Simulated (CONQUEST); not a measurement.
# Run report: Be, geometry relaxation (part 2 of 2)

Continued. System: Be (2 atoms in the cell). Method: Kohn-Sham DFT of a periodic cell, PBE, PseudoDojo NC PBE, no spin polarisation (CONQUEST 1.3); 6×6×6 k-mesh, methfessel-paxton of 0.2 eV. The structure derives from a Materials Project entry. It belongs to a series of runs on one base structure; here: atoms of the box moved at random by about 0.05 A.

Geometry of the input (Å; fractional positions):
```
2.5062  0.0000  0.0000
0.0000  2.5062  0.0000
0.0000  0.0000  2.5062
Be -0.0166  0.0176  -0.0063
Be 0.4951  0.4955  0.4997
```

## The program's output, continued
```
    Force Residual:              0.00136610 Ha/a0
    Maximum force:               0.00132635 Ha/a0
    Force tolerance:             0.00100000 Ha/a0
    Energy change:              -0.00003200 Ha
      single_step: initial energy is       -27.878671 Ha
      PulayMixSC: Starting Pulay mixing, A_up =  0.500 A_dn =  0.500
      PulayMixSC: Spin non-polarised calculation.
          Proc:     0 findFermi_fixspin: Warning! Diag.NElecLess >= total number of electrons for spin channel  1 setting it equal to number of electrons, but this is slow and you may want to change it to something smaller.
          Harris-Foulkes Energy            :       -27.878744020017088 Ha
          Free Energy (E-TS)               :       -27.878897905801793 Ha
      PulayMixSC: Pulay iteration     1 residual:              0.27349E-04
          Proc:     0 findFermi_fixspin: Warning! Diag.NElecLess >= total number of electrons for spin channel  1 setting it equal to number of electrons, but this is slow and you may want to change it to something smaller.
          Harris-Foulkes Energy            :       -27.878743208734662 Ha
          Free Energy (E-TS)               :       -27.878897091397803 Ha
      PulayMixSC: Pulay iteration     2 residual:              0.10282E-04
          Proc:     0 findFermi_fixspin: Warning! Diag.NElecLess >= total number of electrons for spin channel  1 setting it equal to number of electrons, but this is slow and you may want to change it to something smaller.
          Harris-Foulkes Energy            :       -27.878744035163976 Ha
          Free Energy (E-TS)               :       -27.878897931611277 Ha
      PulayMixSC: Pulay iteration     3 residual:              0.11129E-05
          Proc:     0 findFermi_fixspin: Warning! Diag.NElecLess >= total number of electrons for spin channel  1 setting it equal to number of electrons, but this is slow and you may want to change it to something smaller.
          Harris-Foulkes Energy            :       -27.878743978103650 Ha
          Free Energy (E-TS)               :       -27.878897873776491 Ha
      PulayMixSC: Pulay iteration     4 residual:              0.13504E-07
      PulayMixSC: Reached SCF tolerance of  0.13504E-07 after      4 iterations
      | Number of electrons      =         7.999996
      | GS Energy with kT -> 0   =       -27.878846575218876 Ha
      | Free Energy as E-TS      =       -27.878897873776491 Ha
      |* Harris-Foulkes energy   =       -27.878743978103650 Ha
      |* DFT total energy        =       -27.878743978103550 Ha
      get_E_and_F: Change in energy during last step of electronic optimisation:  0.57060E-07

      force: Forces on atoms (Ha/a0)
      force:  Atom   X              Y              Z
      force:     1  -0.0009004738  -0.0008278940   0.0001784005
      force:     2  -0.0012236838  -0.0002341558  -0.0002229087

      force: Maximum force :        0.00122368(Ha/a0) on atom         2 in x direction
      force: Force Residual:        0.00125100 Ha/a0
      force: Total stress:      -3820.12369249     0.00511023     0.00158828 GPa
                             0.00516817 -3817.98812097    -0.00559487
                             0.00159330    -0.00559749 -3820.14543356
      force: Average pressure:   3819.41908234 GPa

      Simulation cell dimensions:     4.7361 a0 x     4.7361 a0 x     4.7361 a0

      Atomic coordinates (a0)
         Atom         X         Y         Z  Species
            1    4.6235    0.0141    4.6172        1
            2    2.2564    2.3793    2.2504        1
    sqnm: search direction has magnitude          0.00564488

    GeomOpt - Iter:   16 MaxF:   0.00122368 Ha/a0 E:     -27.87874398 Ha dE:    -0.00007340 Ha

    Force Residual:              0.00125100 Ha/a0
    Maximum force:               0.00122368 Ha/a0
    Force tolerance:             0.00100000 Ha/a0
    Energy change:              -0.00007340 Ha
      single_step: initial energy is       -27.878744 Ha
      PulayMixSC: Starting Pulay mixing, A_up =  0.500 A_dn =  0.500
      PulayMixSC: Spin non-polarised calculation.
          Proc:     0 findFermi_fixspin: Warning! Diag.NElecLess >= total number of electrons for spin channel  1 setting it equal to number of electrons, but this is slow and you may want to change it to something smaller.
          Harris-Foulkes Energy            :       -27.878750227439127 Ha
          Free Energy (E-TS)               :       -27.878904103634760 Ha
      PulayMixSC: Pulay iteration     1 residual:              0.20413E-04
          Proc:     0 findFermi_fixspin: Warning! Diag.NElecLess >= total number of electrons for spin channel  1 setting it equal to number of electrons, but this is slow and you may want to change it to something smaller.
          Harris-Foulkes Energy            :       -27.878750729346031 Ha
          Free Energy (E-TS)               :       -27.878904613912130 Ha
      PulayMixSC: Pulay iteration     2 residual:              0.75105E-05
          Proc:     0 findFermi_fixspin: Warning! Diag.NElecLess >= total number of electrons for spin channel  1 setting it equal to number of electrons, but this is slow and you may want to change it to something smaller.
          Harris-Foulkes Energy            :       -27.878750420393292 Ha
          Free Energy (E-TS)               :       -27.878904301719590 Ha
      PulayMixSC: Pulay iteration     3 residual:              0.71810E-06
      PulayMixSC: Reached SCF tolerance of  0.71810E-06 after      3 iterations
      | Number of electrons      =         7.999996
      | GS Energy with kT -> 0   =       -27.878853007944159 Ha
      | Free Energy as E-TS      =       -27.878904301719590 Ha
      |* Harris-Foulkes energy   =       -27.878750420393292 Ha
      |* DFT total energy        =       -27.878750420371802 Ha
      get_E_and_F: Change in energy during last step of electronic optimisation:  0.30895E-06

      force: Forces on atoms (Ha/a0)
      force:  Atom   X              Y              Z
      force:     1  -0.0005850491  -0.0007290383   0.0002291858
      force:     2  -0.0003347082  -0.0001627481   0.0008252674

      force: Maximum force :        0.00082527(Ha/a0) on atom         2 in z direction
      force: Force Residual:        0.00093431 Ha/a0
      force: Total stress:      -3820.13664194     0.00677027     0.00489936 GPa
                             0.00679234 -3817.96763979     0.00443565
                             0.00489666     0.00446370 -3820.13168207
      force: Average pressure:   3819.41198794 GPa

      Simulation cell dimensions:     4.7361 a0 x     4.7361 a0 x     4.7361 a0

      Atomic coordinates (a0)
         Atom         X         Y         Z  Species
            1    4.6208    0.0117    4.6156        1
            2    2.2519    2.3771    2.2456        1
    sqnm: search direction has magnitude          0.00426572

    GeomOpt - Iter:   17 MaxF:   0.00082527 Ha/a0 E:     -27.87875042 Ha dE:    -0.00000644 Ha

    Force Residual:              0.00093431 Ha/a0
    Maximum force:               0.00082527 Ha/a0
    Force tolerance:             0.00100000 Ha/a0
    Energy change:              -0.00000644 Ha

    GeomOpt converged in   17 iterations
    sqnm: maximum force below threshold:      0.00083 Ha/a0

    BIBLIOGRAPHY: Please consider citing the following references in the conquest.bib file

    CONQUEST:         Bowler2002pt, Miyazaki2004, Nakata2020
    Basis:            Bowler2019
    DM:               Bowler:2006xr
    Pseudopotentials: Hamann2013, Bowler2019
    XC functional:    Perdew1996
```

## File coords.dat
```
    4.7361107987     0.0000000000     0.0000000000
    0.0000000000     4.7361107987     0.0000000000
    0.0000000000     0.0000000000     4.7361107987
2
 -0.0786194393   0.0835781473  -0.0297996091 1 T T T
  2.3446495398   2.3467807897   2.3668192744 1 T T T
```

## Trajectory as extended XYZ (Å, eV, eV/Å), 18 frames, from step=0 to step=17
```
2
Lattice="2.5062 0.0000 0.0000 0.0000 2.5062 0.0000 0.0000 0.0000 2.5062" Properties=species:S:1:pos:R:3:forces:R:3 step=0 energy=-758.58126
Be   -0.0416    0.0442   -0.0158   -0.0397  -0.1278   0.0682
Be    1.2407    1.2419    1.2525   -0.3892   0.1383  -0.1054
2
Lattice="2.5062 0.0000 0.0000 0.0000 2.5062 0.0000 0.0000 0.0000 2.5062" Properties=species:S:1:pos:R:3:forces:R:3 step=1 energy=-758.58336
Be    2.4642    0.0429    2.4912   -0.1091  -0.0760   0.0138
Be    1.2367    1.2433    1.2514   -0.4745   0.1390  -0.1130
2
Lattice="2.5062 0.0000 0.0000 0.0000 2.5062 0.0000 0.0000 0.0000 2.5062" Properties=species:S:1:pos:R:3:forces:R:3 step=2 energy=-758.58506
Be    2.4633    0.0426    2.4910   -0.1114  -0.0783   0.0160
Be    1.2334    1.2442    1.2506   -0.5116   0.1594  -0.1264
2
Lattice="2.5062 0.0000 0.0000 0.0000 2.5062 0.0000 0.0000 0.0000 2.5062" Properties=species:S:1:pos:R:3:forces:R:3 step=3 energy=-758.59838
Be    2.4582    0.0375    2.4927   -0.2109  -0.0110  -0.0247
Be    1.2076    1.2522    1.2443   -0.3657   0.2845  -0.1836
2
Lattice="2.5062 0.0000 0.0000 0.0000 2.5062 0.0000 0.0000 0.0000 2.5062" Properties=species:S:1:pos:R:3:forces:R:3 step=4 energy=-758.60259
Be    2.4513    0.0321    2.4944   -0.2856   0.1206  -0.1091
Be    1.1795    1.2633    1.2360    0.3687   0.3063  -0.1913
2
Lattice="2.5062 0.0000 0.0000 0.0000 2.5062 0.0000 0.0000 0.0000 2.5062" Properties=species:S:1:pos:R:3:forces:R:3 step=5 energy=-758.60368
Be    2.4492    0.0328    2.4932   -0.2193   0.1067  -0.1052
Be    1.1809    1.2635    1.2353    0.3137   0.3088  -0.1992
2
Lattice="2.5062 0.0000 0.0000 0.0000 2.5062 0.0000 0.0000 0.0000 2.5062" Properties=species:S:1:pos:R:3:forces:R:3 step=6 energy=-758.60762
Be    2.4363    0.0316    2.4889    0.1346   0.1577  -0.1792
Be    1.1845    1.2717    1.2256    0.0994   0.2380  -0.1632
2
Lattice="2.5062 0.0000 0.0000 0.0000 2.5062 0.0000 0.0000 0.0000 2.5062" Properties=species:S:1:pos:R:3:forces:R:3 step=7 energy=-758.60920
Be    2.4351    0.0317    2.4848    0.1607   0.1582  -0.2104
Be    1.1853    1.2756    1.2199    0.0560   0.1736  -0.1230
2
Lattice="2.5062 0.0000 0.0000 0.0000 2.5062 0.0000 0.0000 0.0000 2.5062" Properties=species:S:1:pos:R:3:forces:R:3 step=8 energy=-758.61289
Be    2.4381    0.0400    2.4612    0.0489  -0.0507  -0.1034
Be    1.1873    1.2850    1.2009    0.0064   0.0260  -0.0106
2
Lattice="2.5062 0.0000 0.0000 0.0000 2.5062 0.0000 0.0000 0.0000 2.5062" Properties=species:S:1:pos:R:3:forces:R:3 step=9 energy=-758.61298
Be    2.4386    0.0395    2.4601    0.0426  -0.0533  -0.0976
Be    1.1873    1.2853    1.2008    0.0085   0.0199  -0.0154
2
Lattice="2.5062 0.0000 0.0000 0.0000 2.5062 0.0000 0.0000 0.0000 2.5062" Properties=species:S:1:pos:R:3:forces:R:3 step=10 energy=-758.61305
Be    2.4391    0.0389    2.4591    0.0371  -0.0548  -0.0918
Be    1.1874    1.2854    1.2006    0.0104   0.0131  -0.0203
2
Lattice="2.5062 0.0000 0.0000 0.0000 2.5062 0.0000 0.0000 0.0000 2.5062" Properties=species:S:1:pos:R:3:forces:R:3 step=11 energy=-758.61417
Be    2.4432    0.0325    2.4477   -0.0325  -0.0692  -0.0242
Be    1.1855    1.2848    1.1948    0.0696  -0.0510  -0.0320
2
Lattice="2.5062 0.0000 0.0000 0.0000 2.5062 0.0000 0.0000 0.0000 2.5062" Properties=species:S:1:pos:R:3:forces:R:3 step=12 energy=-758.61488
Be    2.4436    0.0289    2.4427   -0.0600  -0.0761  -0.0017
Be    1.1828    1.2813    1.1883    0.1239  -0.0481   0.0287
2
Lattice="2.5062 0.0000 0.0000 0.0000 2.5062 0.0000 0.0000 0.0000 2.5062" Properties=species:S:1:pos:R:3:forces:R:3 step=13 energy=-758.61541
Be    2.4429    0.0268    2.4415   -0.0298  -0.0659   0.0178
Be    1.1851    1.2803    1.1883    0.0841  -0.0649   0.0218
2
Lattice="2.5062 0.0000 0.0000 0.0000 2.5062 0.0000 0.0000 0.0000 2.5062" Properties=species:S:1:pos:R:3:forces:R:3 step=14 energy=-758.61640
Be    2.4410    0.0222    2.4399    0.0429  -0.0491   0.0479
Be    1.1897    1.2770    1.1875   -0.0050  -0.0810   0.0256
2
Lattice="2.5062 0.0000 0.0000 0.0000 2.5062 0.0000 0.0000 0.0000 2.5062" Properties=species:S:1:pos:R:3:forces:R:3 step=15 energy=-758.61727
Be    2.4437    0.0195    2.4415   -0.0090  -0.0597   0.0337
Be    1.1896    1.2730    1.1892    0.0190  -0.0682   0.0088
2
Lattice="2.5062 0.0000 0.0000 0.0000 2.5062 0.0000 0.0000 0.0000 2.5062" Properties=species:S:1:pos:R:3:forces:R:3 step=16 energy=-758.61927
Be    2.4466    0.0075    2.4433   -0.0463  -0.0426   0.0092
Be    1.1940    1.2591    1.1909   -0.0629  -0.0120  -0.0115
2
Lattice="2.5062 0.0000 0.0000 0.0000 2.5062 0.0000 0.0000 0.0000 2.5062" Properties=species:S:1:pos:R:3:forces:R:3 step=17 energy=-758.61945
Be    2.4452    0.0062    2.4425   -0.0301  -0.0375   0.0118
Be    1.1916    1.2579    1.1883   -0.0172  -0.0084   0.0424
```

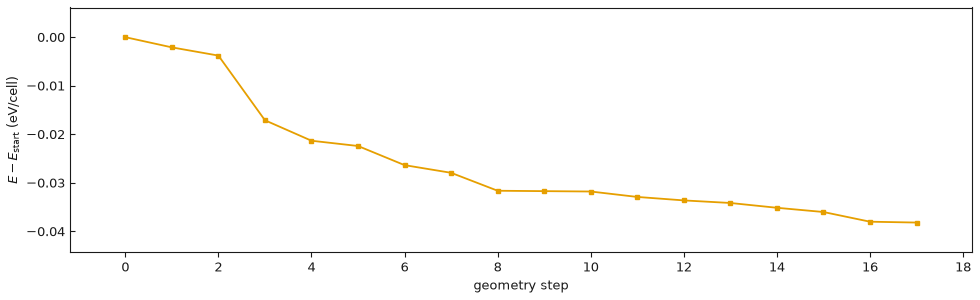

**Figure 1.** Progress of the relaxation, step by step (steps are counted from 0).

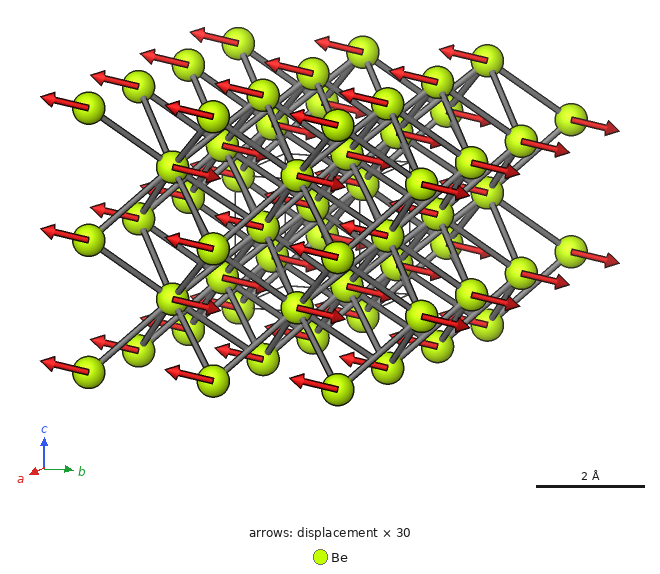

**Figure 2.** The starting structure with the displacements as red arrows, magnified 30 times (ball-and-stick view of the cell of the calculation, repeated 4 × 3 × 2, seen slightly off an axis). The largest moves, 0.032 Å, are those of Be1 and Be2. The lattice vectors keep their values. Among the contacts that change: Be1–Be2 2.228 → 2.170 Å. The space group (tolerance 0.01 Å) goes from P-1 (No. 2) to Im-3m (No. 229). After 17 geometry steps the energy has fallen by 38.2 meV per cell of the calculation. Largest force component: 0.39 eV/Å at the start, 0.042 eV/Å at the end. (Atoms are counted from 1 in the order of the input.)

## Results in brief

| quantity | value |
| --- | --- |
| outcome | converged |
| space group (tolerance 0.01 Å) | P-1 (2) → Im-3m (229) |
| electrons treated | 8 |
| free energy | −758.6236 eV |
| Fermi energy | −7.068 eV |
| gap on the k-point mesh | none (metallic) |
| pressure | 3819.41 GPa |
| final volume | 15.74 Å³ |
| largest force (length of the vector) at the end | 0.049 eV/Å |
| final cell | a = 2.506 Å, b = 2.506 Å, c = 2.506 Å, α = 90.00°, β = 90.00°, γ = 90.00° |
| wall time | 1.9 min |
| peak memory | 0.13 GiB |

## Remarks

Points of doubt noted for this run: small atomic basis. The cell is under a pressure of 3819 GPa at this level, so it is not at its equilibrium volume.
